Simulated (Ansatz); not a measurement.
## Two runs on HfO₂

System: HfO₂ (3 atoms in the cell).
Method of run A: DFT, PBE, plane waves, PAW, no spin polarisation (Ansatz 0.2.0).

The structure was built on a prototype by a generator. The geometry comes from this level: r2SCAN. Text and figures count atoms from 1; the logs count them from 0 in places.

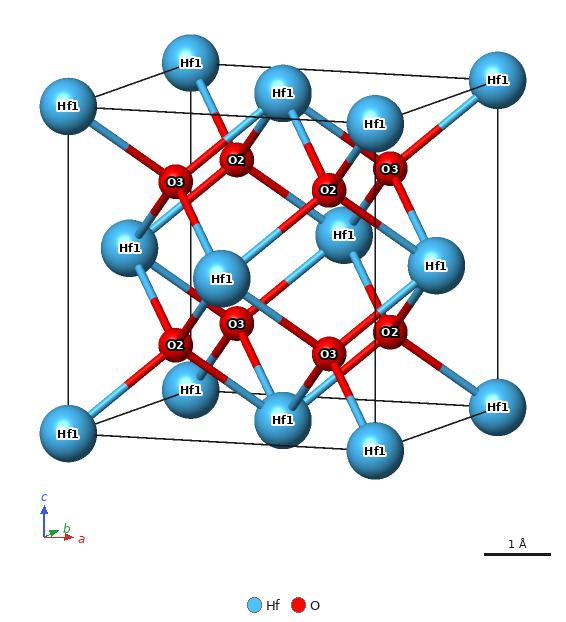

The structure (ball-and-stick view of the cell 4 times as large as that of the calculation, set on its symmetry axes, seen slightly off an axis; atoms are numbered from 1 in the order of the input). Near neighbours in the crystal (not all of them lie inside the picture): Hf has 8 O at 2.19 Å; O has 4 Hf at 2.19 Å.

## Input file, run A
```yaml
crystal:
  lattice:
    - [0.0, 2.5291823181, 2.5291823181]
    - [2.5291823181, 0.0, 2.5291823181]
    - [2.5291823181, 2.5291823181, 0.0]
  atoms:
    - { symbol: Hf, position: [0.0, 0.0, 0.0] }
    - { symbol: O, position: [0.25, 0.25, 0.25] }
    - { symbol: O, position: [0.75, 0.75, 0.75] }
kpoints:
  mp_grid: { grid: [8, 8, 8] }
  band_path:
    path:
      - [0.0, 0.0, 0.0]
      - [0.5, 0.0, 0.5]
      - [0.625, 0.25, 0.625]
      - [0.375, 0.375, 0.75]
      - [0.5, 0.5, 0.5]
      - [0.5, 0.25, 0.75]
      - [0.0, 0.5, 0.5]
    npoints: 1
hamiltonian:
  xc: pbe
scf:
  occupations: { method: fixed }
  n_extra_bands: 4
output:
  forces: true
  stress: true
  eigenvalues: true
```

Launched with:
```bash
ansatz run input.yaml --threads 2 --pin off --max-ram 3686MiB --backend cpu --events-out ev --progress --plain --runs-dir out
```

Hardware: 2 threads of Arm Neoverse V2, 24 GiB of memory available, shared host.

## Output, shortened to warnings, some set-up lines, iterations and results (run A)
```
Basis set: ecut = 420 eV, 609 PW (Γ), exchange–correlation on 48×48×48 points (8 copies of the dense FFT grid, shifted against one another)
Symmetry: 48 space group operations
k-points: 29 of 512
Initial density: superposition of atomic densities (neutral atoms: chi_scale 0, normalization atom), corrected by the library's trained network
[...]
SCF iter   1: F=—  HF=-16861.395452 eV  |F-HF|=—  |Δ(HF+E_count)|=         —  Δρ=2.46e-3  dr2=1.37e-3  ethr=1.77e-3  ⟨swp⟩=4.0  Hψ=2190  notcnv=0  defer=56
SCF iter   2: F=—  HF=-16861.396386 eV  |F-HF|=—  |Δ(HF+E_count)|=   9.34e-4  Δρ=1.81e-3  dr2=7.12e-4  ethr=3.61e-6  ⟨swp⟩=2.0  Hψ=1425  notcnv=0  defer=58
SCF iter   3: F=—  HF=-16861.396335 eV  |F-HF|=—  |Δ(HF+E_count)|=   5.10e-5  Δρ=7.21e-4  dr2=6.66e-5  ethr=1.87e-6  ⟨swp⟩=2.0  Hψ=1076  notcnv=0  defer=58
SCF iter   4: F=—  HF=-16861.396438 eV  |F-HF|=—  |Δ(HF+E_count)|=   1.03e-4  Δρ=8.83e-5  dr2=1.76e-6  ethr=1.75e-7  ⟨swp⟩=2.0  Hψ=1242  notcnv=0  defer=56
SCF iter   5: F=—  HF=-16861.396438 eV  |F-HF|=—  |Δ(HF+E_count)|=   3.54e-7  Δρ=5.17e-5  dr2=5.46e-7  ethr=4.63e-9  ⟨swp⟩=2.0  Hψ=1135  notcnv=0  defer=57
SCF iter   6: F=—  HF=-16861.396438 eV  |F-HF|=—  |Δ(HF+E_count)|=   7.67e-8  Δρ=2.64e-5  dr2=1.10e-7  ethr=1.44e-9  ⟨swp⟩=2.4  Hψ=944  notcnv=0  defer=56
SCF iter   7: F=-16861.396438 eV  HF=-16861.396438 eV  |F-HF|=1.26e-8  |Δ(HF+E_count)|=   2.53e-8  Δρ=9.10e-6  dr2=2.07e-8  ethr=2.63e-10  ⟨swp⟩=7.2  Hψ=3108  notcnv=0
SCF 1 converged in 7 iterations: F = -16861.396438 eV  dr2 = 2.07e-8
NSCF: frozen V_eff on 7 k-points
SCF converged after 7 iterations
Free energy (F): -16861.396438 eV
Harris-Foulkes:  -16861.396438 eV  (|F-HF|=1.26e-8)
Internal energy: -16861.396438 eV  (E = F + TS)
E sigma→0 (E₀):  -16861.396438 eV
Fermi energy:    16.200075 eV
--- Per-component energies (eV) ---
  E_band       = 59.425880
  E_kinetic    = 772.954682
  E_local      = -5715.828123  (includes V_loc(G=0)·N_el)
  E_nonlocal   = -1147.130439
  E_hartree    = 2624.973314
  E_xc         = -448.171034
  E_vxc        = -455.391088  (∫ρ·V_xc dr)
  E_paw        = -7242.921519  (= ΣΔE_a)
  E_vpaw       = 1354.879525  (= ΣTr[D̂ρ^β])
  E_aug_tail   = 0.005006  (compensation charges beyond the density's cutoff)
  E_ewald      = -5705.278325
  E_smearing   = -0.000000  (= −TS)
  E_closure    = -0.000000  (closes the sum)
  Σ components = -16861.396438   (vs F -16861.396438, Δ=0.00e0)
--- Forces (eV/Å), atoms counted from 1 ---
  atom   1  Hf    -0.00000000    -0.00000000    -0.00000000
  atom   2  O      0.00000000     0.00000000    -0.00000000
  atom   3  O      0.00000000    -0.00000000     0.00000000
  max |Σ_I F_I| component: 3.47e-18 eV/Å
--- Stress (GPa, compression-positive) ---
        5.983364      -0.000000       0.000000
       -0.000000       5.983364      -0.000000
        0.000000      -0.000000       5.983364
  P = ⅓ Tr σ = 5.9834 GPa (59.834 kbar)
```

The input of run B differs as follows (lines with − go, lines with + come):
```diff
-  xc: pbe
+  xc: r2scan
```

How does run B compare with run A?

The total energies belong to different methods, so their difference says nothing on which is more stable or more accurate. The gap on the mesh goes from 3.80 to 4.30 eV. The pressure goes from 5.98 to 0.02 GPa. The functional changes from PBE to r2SCAN. The number of SCF iterations is the same. The default cutoff goes from 420 to 500 eV with the change. The plane waves at Γ go from 609 to 869.

## Output, shortened to warnings, some set-up lines, iterations and results (run B)
```
Basis set: ecut = 500 eV, 869 PW (Γ), exchange–correlation on 108×108×108 points (64 copies of the dense FFT grid, shifted against one another)
Symmetry: 48 space group operations
k-points: 29 of 512
Initial density: superposition of atomic densities (neutral atoms: chi_scale 0, normalization atom), corrected by the library's trained network
[...]
SCF iter   1: F=—  HF=-16876.128703 eV  |F-HF|=—  |Δ(HF+E_count)|=         —  Δρ=1.18e-2  dr2=4.10e-2  dr2_τ=2.27e-1  ethr=1.77e-3  ⟨swp⟩=4.0  Hψ=2211  notcnv=0  defer=50
SCF iter   2: F=—  HF=-16876.190255 eV  |F-HF|=—  |Δ(HF+E_count)|=   6.16e-2  Δρ=6.11e-3  dr2=3.62e-3  dr2_τ=2.48e-3  ethr=1.08e-4  ⟨swp⟩=2.0  Hψ=1508  notcnv=0  defer=58
SCF iter   3: F=—  HF=-16876.190377 eV  |F-HF|=—  |Δ(HF+E_count)|=   1.22e-4  Δρ=2.49e-3  dr2=9.03e-4  dr2_τ=1.35e-4  ethr=9.53e-6  ⟨swp⟩=2.0  Hψ=1157  notcnv=0  defer=58
SCF iter   4: F=—  HF=-16876.190677 eV  |F-HF|=—  |Δ(HF+E_count)|=   3.00e-4  Δρ=1.33e-3  dr2=3.64e-4  dr2_τ=6.38e-5  ethr=2.38e-6  ⟨swp⟩=2.0  Hψ=1240  notcnv=0  defer=58
SCF iter   5: F=—  HF=-16876.190556 eV  |F-HF|=—  |Δ(HF+E_count)|=   1.21e-4  Δρ=2.67e-4  dr2=1.98e-5  dr2_τ=1.56e-6  ethr=9.57e-7  ⟨swp⟩=2.0  Hψ=1074  notcnv=0  defer=37
SCF iter   6: F=—  HF=-16876.190557 eV  |F-HF|=—  |Δ(HF+E_count)|=   5.61e-7  Δρ=7.73e-5  dr2=1.78e-6  dr2_τ=1.68e-7  ethr=5.20e-8  ⟨swp⟩=2.0  Hψ=1101  notcnv=0
SCF iter   7: F=-16876.190557 eV  HF=-16876.190557 eV  |F-HF|=1.41e-8  |Δ(HF+E_count)|=   1.70e-7  Δρ=1.33e-5  dr2=3.76e-8  dr2_τ=3.51e-9  ethr=2.63e-10  ⟨swp⟩=5.3  Hψ=3410  …
SCF 1 converged in 7 iterations: F = -16876.190557 eV  dr2 = 3.76e-8
NSCF: frozen V_eff on 7 k-points
SCF converged after 7 iterations
Free energy (F): -16876.190557 eV
Harris-Foulkes:  -16876.190557 eV  (|F-HF|=1.41e-8)
Internal energy: -16876.190557 eV  (E = F + TS)
E sigma→0 (E₀):  -16876.190557 eV
Fermi energy:    15.835233 eV
--- Per-component energies (eV) ---
  E_band       = 30.845623
  E_kinetic    = 774.942014
  E_local      = -5718.031460  (includes V_loc(G=0)·N_el)
  E_nonlocal   = -1152.541469
  E_hartree    = 2626.690899
  E_xc         = -431.126700
  E_vxc        = -505.354693  (∫ρ·V_xc dr)
  E_paw        = -7271.105281  (= ΣΔE_a)
  E_vpaw       = 1350.908301  (= ΣTr[D̂ρ^β])
  E_aug_tail   = 0.002126  (compensation charges beyond the density's cutoff)
  E_vtau       = 27.533929  (kinetic-family band-sum trace: ∫τ·v_τ [+ j·A + Jᵃ·Aᵃ] dr)
  E_ewald      = -5705.278325
  E_core_change = 0.257640  (= ΣΔE_core)
  E_smearing   = -0.000000  (= −TS)
  E_closure    = 0.000000  (closes the sum)
  Σ components = -16876.190557   (vs F -16876.190557, Δ=0.00e0)
--- Forces (eV/Å), atoms counted from 1 ---
  atom   1  Hf    -0.00000000     0.00000000    -0.00000000
  atom   2  O      0.00000000     0.00000000     0.00000000
  atom   3  O     -0.00000000    -0.00000000     0.00000000
  max |Σ_I F_I| component: 2.89e-18 eV/Å
--- Stress (GPa, compression-positive) ---
        0.015823      -0.000000       0.000000
        0.000000       0.015823      -0.000000
        0.000000       0.000000       0.015823
  P = ⅓ Tr σ = 0.0158 GPa (0.158 kbar)
```

## The two runs side by side

```tsv
quantity	run A	run B
outcome	converged	converged
free energy per atom (eV)	−5620.4655	−5625.3969
gap on the mesh (eV)	3.80	4.30
pressure (GPa)	5.98	0.02
largest force (eV/Å)	0.000	0.000
SCF iterations	7	7
irreducible k-points	29	29
plane waves at Γ	609	869
wall time (shared host)	0.8 s	2 s
```

For both runs: Spin–orbit coupling is left out, which matters for Hf. For run A: The cell is under a pressure of 6.0 GPa at this level, so it is not at its equilibrium volume.
